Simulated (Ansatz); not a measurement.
## Ga$_{5}$N: geometry relaxation (part 2 of 2)

The same run, continued: Ga$_{5}$N (6 atoms in the cell); DFT PBE, scalar-relativistic, plane waves, PAW, no spin polarisation (Ansatz 0.2.0); cutoff 420 eV, 12×12×4 k-mesh, Gaussian smearing of 0.1 eV. The structure was made by a generator, so it may or may not be a known phase.

Geometry of the input (Å; fractional positions):
```
3.0318  0.0000  0.0000
-1.5159  2.6256  0.0000
0.0000  0.0000  12.3199
Ga 0.0000  0.0000  0.8941
Ga 0.6667  0.3333  0.6967
Ga 0.0000  0.0000  0.5000
Ga 0.6667  0.3333  0.3033
Ga 0.0000  0.0000  0.1059
N  0.6667  0.3333  0.0000
```

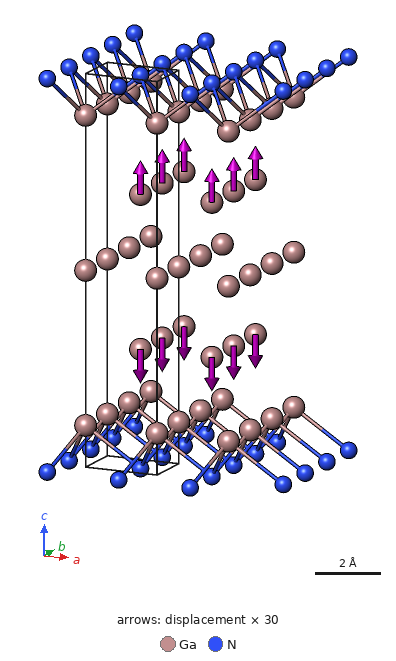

*The starting structure with the displacements (without the part carried along by the change of the cell) as pink arrows, magnified 30 times (ball-and-stick view of the cell of the calculation, repeated 2 × 3 × 1, with bonded neighbours outside it, seen slightly off an axis).*

The largest moves relative to the cell, 0.036 Å, are those of Ga2 and Ga4. N stays in place. Cell: a = b 3.032 → 3.050 Å (+0.6 %), c 12.320 → 12.262 Å (−0.5 %). Volume +0.7 %. Distances before and after: Ga1–N6 2.183 → 2.191 Å. The space group stays P-6m2 (No. 187). The energy falls by 6.0 meV per cell of the calculation in 4 geometry steps. Largest force component: 0.093 eV/Å at the start, 0.00072 eV/Å at the end. The pressure goes from 0.58 to 0.01 GPa. A last SCF at the same geometry on a re-selected plane-wave basis shifts the energy by −0.7 meV per cell of the calculation. (Atoms are counted from 1 in the order of the input.)

```
basis re-selected at this cell: Δ(F+E_penalty+E_count) = -6.634e-4 eV, ΔP = +0.006 GPa vs the last step (what re-selecting the basis moved, of the pressure what is left beyond the Pulay correction that the steps carried, after the strain that the cell walked since its last selection, with what the two solves' SCF thresholds leave and, on support functions, any second-order correction that the steps lacked; it is no measure of the basis error at this ecutwfc). This SCF's stress stands 1.92e-2 GPa from its target on what of the cell is left free (relax.cell.stress_tol is 5.00e-2 GPa) and its largest allowed force component is 7.20e-4 eV/Å (relax.f_tol is 1.00e-2 eV/Å): within both
SCF converged after 7 iterations
Free energy (F): -19298.128166 eV
Harris-Foulkes:  -19298.128166 eV  (|F-HF|=4.00e-11)
Internal energy: -19298.116967 eV  (E = F + TS)
E sigma→0 (E₀):  -19298.122566 eV
Entropy (-TS):   -0.011199 eV (-1.866 meV/atom)
Fermi energy:    9.944668 eV
--- Per-component energies (eV) ---
  E_band       = -149.756081
  E_kinetic    = 701.602684
  E_local      = -9291.686911  (includes V_loc(G=0)·N_el)
  E_nonlocal   = 2162.374911
  E_hartree    = 4350.266892
  E_xc         = -405.675637
  E_vxc        = -365.575148  (∫ρ·V_xc dr)
  E_paw        = -10060.372506  (= ΣΔE_a)
  E_vpaw       = -2057.005224  (= ΣTr[D̂ρ^β])
  E_aug_tail   = -0.000474  (compensation charges beyond the density's cutoff)
  E_ewald      = -6754.625925
  E_smearing   = -0.011199  (= −TS)
  E_closure    = 0.000000  (closes the sum)
  Σ components = -19298.128166   (vs F -19298.128166, Δ=0.00e0)
--- Forces (eV/Å), atoms counted from 1 ---
  atom   1  Ga    -0.00000000    -0.00000000    -0.00057197
  atom   2  Ga     0.00000000     0.00000000    -0.00071966
  atom   3  Ga    -0.00000000    -0.00000000    -0.00000000
  atom   4  Ga     0.00000000     0.00000000     0.00071966
  atom   5  Ga    -0.00000000    -0.00000000     0.00057197
  atom   6  N      0.00000000     0.00000000     0.00000000
  max |Σ_I F_I| component: 3.70e-17 eV/Å
--- Stress (GPa, compression-positive) ---
        0.019232       0.000000      -0.000000
        0.000000       0.019232       0.000000
       -0.000000       0.000000      -0.011892
  P = ⅓ Tr σ = 0.0089 GPa (0.089 kbar)
--- Band table (eV; the first three rows and the last of 57) ---
  k-point 0: bands = ["-6.4645", "-5.0875", "-4.9760", "-4.9760", "-4.9222", "-4.9222", "-4.9191", "-4.9150", "-4.9061", "-4.9061", "-4.8796", "-4.8796", "-4.8615", "-4.8501", "-4.8456", "-4.8456", "-4.8324", "-4.8324", "-4.7979", "-4.7979", "-4.7232", "-4.7232", "-4.7186", "-4.7186", "-4.6799", "-4.6799", "-0.4281", "-0.2071", "2.1167", "2.2918", "6.5067", "6.9144", "8.7000", "8.7000", "11.9138", "12.0058", "16.2172", "17.8307", "18.9755", "18.9755", "19.5948", "19.5948"]
  k-point 1: bands = ["-6.4645", "-5.0874", "-4.9761", "-4.9761", "-4.9281", "-4.9220", "-4.9220", "-4.9053", "-4.9053", "-4.9030", "-4.8780", "-4.8780", "-4.8664", "-4.8515", "-4.8515", "-4.8484", "-4.8343", "-4.8343", "-4.7862", "-4.7862", "-4.7415", "-4.7415", "-4.7045", "-4.7045", "-4.6819", "-4.6819", "-0.5784", "0.0935", "1.3777", "3.1573", "5.4440", "8.0375", "8.7001", "8.7001", "10.7151", "13.0950", "15.5611", "18.6129", "19.0142", "19.0142", "19.3603", "19.3603"]
  k-point 2: bands = ["-6.4645", "-5.0873", "-4.9763", "-4.9763", "-4.9321", "-4.9217", "-4.9217", "-4.9045", "-4.9045", "-4.8944", "-4.8753", "-4.8753", "-4.8722", "-4.8585", "-4.8585", "-4.8473", "-4.8349", "-4.8349", "-4.7654", "-4.7654", "-4.7632", "-4.7632", "-4.6962", "-4.6962", "-4.6854", "-4.6854", "-0.6533", "0.4951", "0.8272", "4.0307", "4.4730", "8.7001", "8.7001", "9.1972", "9.5720", "13.8193", "14.8773", "19.0942", "19.0942", "19.2002", "19.2002", "19.4672"]
  k-point 56: bands = ["-5.8972", "-5.0657", "-5.0343", "-4.9382", "-4.9150", "-4.9099", "-4.9030", "-4.9010", "-4.8806", "-4.8689", "-4.8441", "-4.8437", "-4.8422", "-4.8248", "-4.8031", "-4.7943", "-4.7910", "-4.7838", "-4.7508", "-4.7322", "-4.7076", "-4.6899", "-4.6875", "-4.6831", "-4.6380", "-2.8578", "2.5733", "4.6557", "5.3661", "6.3141", "6.7192", "6.9205", "7.7341", "7.9351", "8.0087", "9.2363", "9.8431", "9.8703", "11.3326", "11.3924", "11.9589", "12.5871"]
--- Relaxed structure (5 steps of the walk, 5 accepted, 1 SCFs on fresh bases) ---
  F+E_penalty+E_count = -19298.12816575 eV   max|allowed force component| = 7.197e-4 eV/Å   (the final SCF, on the basis selected at the relaxed cell)
  cell:  # Å, volume = 98.7567 Å³
    - [3.049591744288403, -2.903715229080086e-11, 6.226056470914896e-31]
    - [-1.5247958721190544, 2.6410239217395732, -5.629020671151684e-20]
    - [1.5092600882263594e-32, -2.6412578707964413e-19, 12.261748114108846]
  atoms:
    - { symbol: Ga, position: [-3.6991059088067726e-17, 3.2750134362960765e-20, 0.8936966680246897] }
    - { symbol: Ga, position: [0.6666666666666665, 0.33333333333333326, 0.6996361503884713] }
    - { symbol: Ga, position: [-3.7007434155248937e-17, -1.6250033905767303e-33, 0.5] }
    - { symbol: Ga, position: [0.6666666666666665, 0.33333333333333326, 0.30036384961152873] }
    - { symbol: Ga, position: [-3.7023809222430153e-17, -3.275013436296211e-20, 0.10630333197531024] }
    - { symbol: N, position: [0.6666666666666665, 0.33333333333333326, -4.98691577195448e-20] }
```

Trajectory as extended XYZ (Å, eV, eV/Å), 6 frames, from step=1 to step=6:
```
6
Lattice="3.0318 0.0000 0.0000 -1.5159 2.6256 0.0000 0.0000 0.0000 12.3199" Properties=species:S:1:pos:R:3:forces:R:3 step=1 energy=-19298.12154 pressure_GPa=0.58
Ga    0.0000    0.0000   11.0149    0.0000   0.0000  -0.0253
Ga    1.5159    0.8752    8.5833    0.0000   0.0000   0.0926
Ga    0.0000    0.0000    6.1599    0.0000   0.0000   0.0000
Ga    1.5159    0.8752    3.7365    0.0000   0.0000  -0.0926
Ga    0.0000    0.0000    1.3050    0.0000   0.0000   0.0253
N     1.5159    0.8752    0.0000    0.0000   0.0000   0.0000
6
Lattice="3.0487 0.0000 0.0000 -1.5244 2.6403 0.0000 0.0000 0.0000 12.3059" Properties=species:S:1:pos:R:3:forces:R:3 step=2 energy=-19298.12621 pressure_GPa=0.02
Ga    0.0000    0.0000   11.0077    0.0000   0.0000  -0.1210
Ga    1.5244    0.8801    8.6081    0.0000   0.0000   0.0163
Ga    0.0000    0.0000    6.1530    0.0000   0.0000   0.0000
Ga    1.5244    0.8801    3.6978    0.0000   0.0000  -0.0163
Ga    0.0000    0.0000    1.2982    0.0000   0.0000   0.1210
N     1.5244    0.8801    0.0000    0.0000   0.0000   0.0000
6
Lattice="3.0480 0.0000 0.0000 -1.5240 2.6397 0.0000 0.0000 0.0000 12.2934" Properties=species:S:1:pos:R:3:forces:R:3 step=3 energy=-19298.12723 pressure_GPa=-0.03
Ga    0.0000    0.0000   10.9903    0.0000   0.0000  -0.0161
Ga    1.5240    0.8799    8.6033    0.0000   0.0000   0.0003
Ga    0.0000    0.0000    6.1467    0.0000   0.0000   0.0000
Ga    1.5240    0.8799    3.6901    0.0000   0.0000  -0.0003
Ga    0.0000    0.0000    1.3031    0.0000   0.0000   0.0161
N     1.5240    0.8799    0.0000    0.0000   0.0000   0.0000
6
Lattice="3.0485 0.0000 0.0000 -1.5242 2.6401 0.0000 0.0000 0.0000 12.2776" Properties=species:S:1:pos:R:3:forces:R:3 step=4 energy=-19298.12741 pressure_GPa=-0.01
Ga    0.0000    0.0000   10.9739    0.0000   0.0000   0.0022
Ga    1.5242    0.8800    8.5921    0.0000   0.0000  -0.0031
Ga    0.0000    0.0000    6.1388    0.0000   0.0000   0.0000
Ga    1.5242    0.8800    3.6855    0.0000   0.0000   0.0031
Ga    0.0000    0.0000    1.3037    0.0000   0.0000  -0.0022
N     1.5242    0.8800    0.0000    0.0000   0.0000   0.0000
6
Lattice="3.0496 0.0000 0.0000 -1.5248 2.6410 0.0000 0.0000 0.0000 12.2617" Properties=species:S:1:pos:R:3:forces:R:3 step=5 energy=-19298.12750 pressure_GPa=0.00
Ga    0.0000    0.0000   10.9583    0.0000   0.0000  -0.0005
Ga    1.5248    0.8803    8.5788    0.0000   0.0000  -0.0007
Ga    0.0000    0.0000    6.1309    0.0000   0.0000   0.0000
Ga    1.5248    0.8803    3.6830    0.0000   0.0000   0.0007
Ga    0.0000    0.0000    1.3035    0.0000   0.0000   0.0005
N     1.5248    0.8803    0.0000    0.0000   0.0000   0.0000
6
Lattice="3.0496 0.0000 0.0000 -1.5248 2.6410 0.0000 0.0000 0.0000 12.2617" Properties=species:S:1:pos:R:3:forces:R:3 step=6 energy=-19298.12817 pressure_GPa=0.01
Ga    0.0000    0.0000   10.9583    0.0000   0.0000  -0.0006
Ga    1.5248    0.8803    8.5788    0.0000   0.0000  -0.0007
Ga    0.0000    0.0000    6.1309    0.0000   0.0000   0.0000
Ga    1.5248    0.8803    3.6830    0.0000   0.0000   0.0007
Ga    0.0000    0.0000    1.3035    0.0000   0.0000   0.0006
N     1.5248    0.8803    0.0000    0.0000   0.0000   0.0000
```

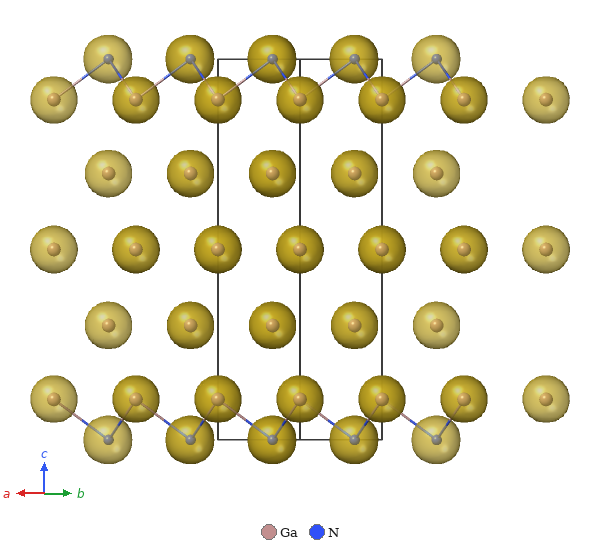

*Isosurface of the valence electron density at 0.8 e/Å³ (yellow), seen along [110]. Sticks mark near contacts. The outline is the cell set on symmetry axes.*

At this value the density breaks into separate islands; it holds about 70 % of the electrons treated as valence (semicore included). It is pinched off along the Ga–N (2.19 Å) contacts. On the grid the lowest density along these lines, outside the cores, is 0.45 e/Å³ (Ga–N, 2.19 Å). The fields are those of the smooth PAW valence density.

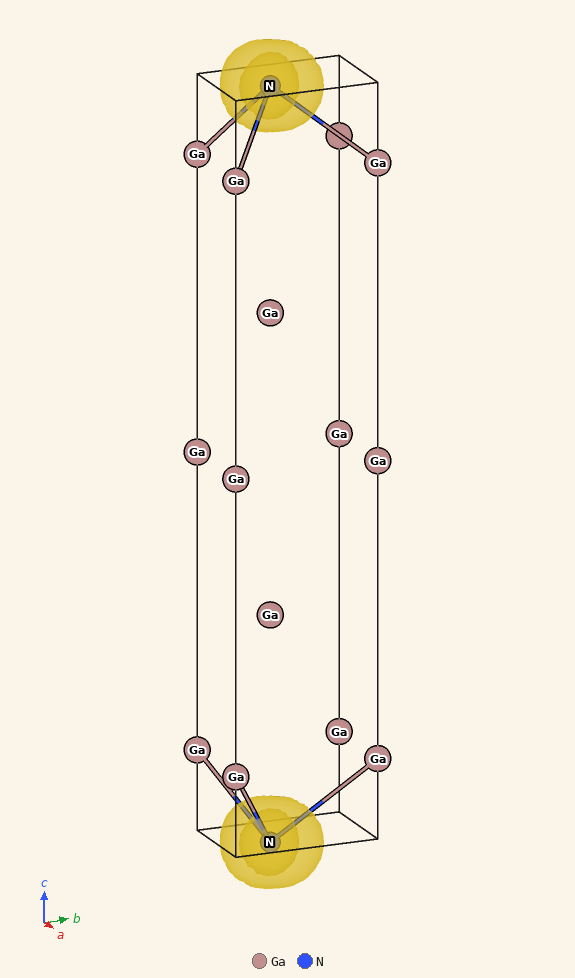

*Isosurface of the electron localisation function at 0.75 (yellow), seen slightly off an axis. Only the valence region is drawn (cores and ρ < 0.01 e/Å³ removed). Sticks mark near contacts. The outline is the cell set on symmetry axes.*

Along the contacts the grid gives the following. Ga–N (2.19 Å): the ELF is about 0.35 at the midpoint; no shared pair; the contact is polar.

Results in brief:

```csv
quantity,value
outcome,converged
space group (tolerance 0.01 Å),P-6m2 (187)
electrons treated,70
free energy,−19298.1282 eV
Fermi energy,9.945 eV
gap on the k-point mesh,none (metallic)
pressure,0.01 GPa
final volume,98.76 Å³
largest force (length of the vector) at the end,0.001 eV/Å
final cell,"a = 3.050 Å, b = 3.050 Å, c = 12.262 Å, α = 90.00°, β = 90.00°, γ = 120.00°"
wall time,4.9 min
peak memory,0.49 GiB
```
